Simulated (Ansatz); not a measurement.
# Ta2N: what the electrons do

Space group P-31m; the calculation finds a residual pressure of about 3 GPa at this fixed cell. The cell comes from a database of computed structures, not from a measurement.

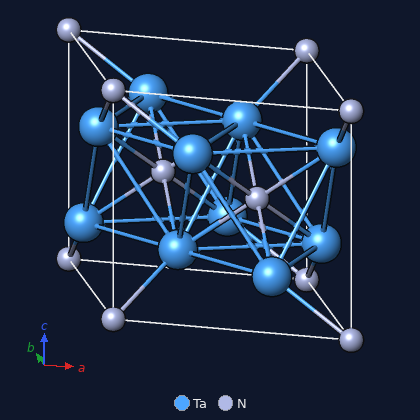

The conventional cell.

```xyz
9
Lattice="5.2966 0.0000 0.0000 -2.6483 4.5870 0.0000 0.0000 0.0000 4.9392" Properties=species:S:1:pos:R:3 pbc="T T T"
Ta    1.7647    3.0566    3.7223
Ta   -0.8836    1.5304    3.7223
Ta    1.7671    0.0000    3.7223
Ta    0.8836    1.5304    1.2169
Ta   -1.7647    3.0566    1.2169
Ta    3.5294    0.0000    1.2169
N     2.6483    1.5290    2.4696
N     0.0000    3.0580    2.4696
N     0.0000    0.0000    0.0000
```

All numbers below come from Ansatz, DFT PBE, scalar-relativistic, plane waves, PAW.

Core electrons are frozen (PAW), so the maps are meaningful between the atoms, not at the nuclei.

### 1. Bonding charge

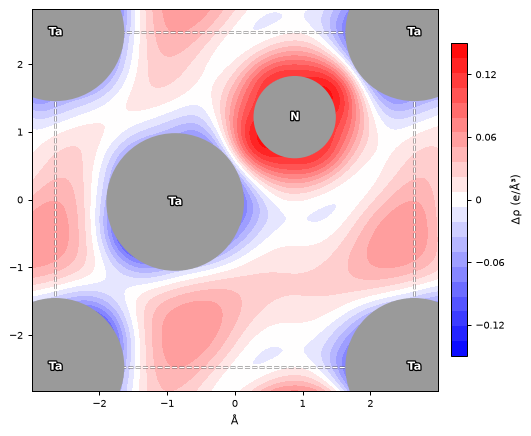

*Deformation density (self-consistent density less superposed neutral spherical atoms): a map on the (100) plane of the conventional cell, with grey discs over the atomic cores. Cores are masked to 1.0 Å (Ta) and 0.6 Å (N).*

Where does charge go when the atoms form this crystal?

Answer. N–Ta (2.15 Å): Δρ is about zero at the midpoint (close to a masked core, so read it with care). Ta–Ta (3.00 Å): Δρ is +0.05 e/Å³ at the midpoint. Over the whole cell, outside the masked cores, the largest gain lies at the edge of the masked core of N, and the largest loss lies at the edge of the masked core of Ta. The rearranged charge, half the integral of |Δρ|, is about 0.25 e an atom. Bader charges: Ta +0.90 and N −1.80 e.

### 2. One group of states

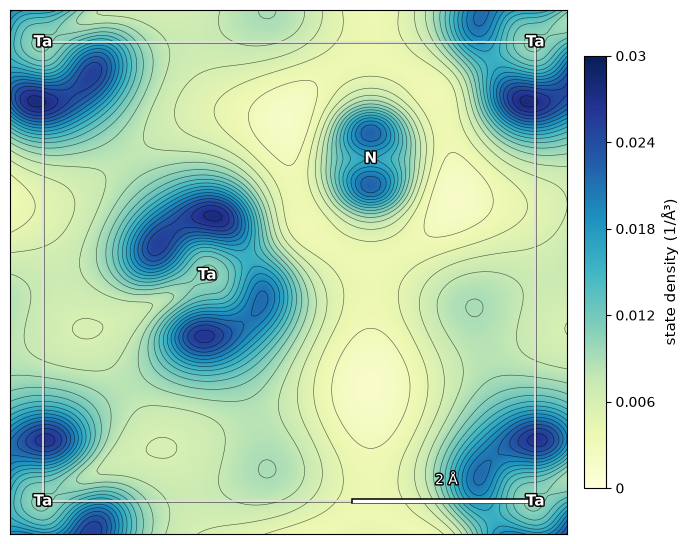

Density of the Kohn–Sham states from −1.2 to 0.0 eV about the Fermi level (the filled states just under the Fermi level), scaled to one electron a cell: a map on the (100) plane of the conventional cell.

What is the character of these states?

Answer. Löwdin projections on the PAW files' atomic orbitals give Ta 5d (90 %).
In space (atomic cells sized by Bader volumes) the density divides as Ta about 90 % and N about 10 %.

### 3. Moving an atom

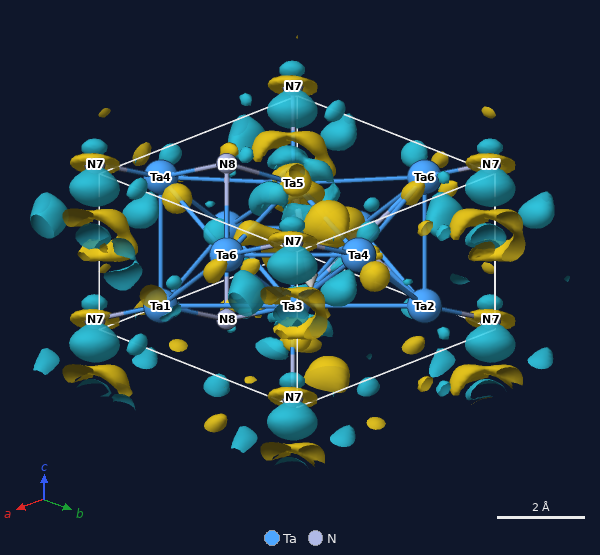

*Ta5 was moved by 0.15 Å roughly along [1 1 −1] in the axes of the cell drawn (arrow, not to scale). Change of the density less the rigid motion of the neutral atom's own density: yellow surfaces at +0.01 and cyan ones at −0.01 e/Å³, in the cell of the calculation (origin moved) seen along [111].*

How do the electrons respond beyond following the atom?

Answer. About 0.21 e is rearranged in the cell. Outside the cores the largest gain lies at the edge of the masked core of N, and the largest loss lies there too, on other sides.

What restoring force does the calculation give for this move?

Answer. The force on it changes by 3.11 eV/Å along the move, against it: a stiffness of about 21 eV/Å² for this sublattice shift.

### 4. Change of volume

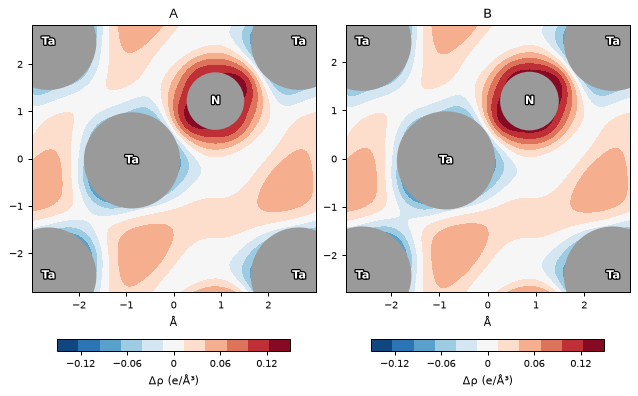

Ta2N: deformation density on the (100) plane of the conventional cell at two volumes, with the same fractional coordinates and one colour scale. Grey discs cover the cores. Panel B has 94 % of the volume of panel A.

How do bonds, bonding charge and pressure respond to this change of volume?

Answer. The pressure is 3 GPa in A and 24 GPa in B.
- Bader charges stay at Ta +0.90 and N −1.80 e.
- The rearranged charge is 0.25 e an atom in A and 0.24 e in B.

### 5. Putting it together

Charge passes from Ta (Pauling electronegativity 1.50) to N (3.04), the direction that the scale predicts; the Bader charges fall short of whole formal charges, as they usually do. The two pressures give a mean stiffness −ΔP/Δln V of about 337 GPa over this range, with the atoms held at their fractional positions.
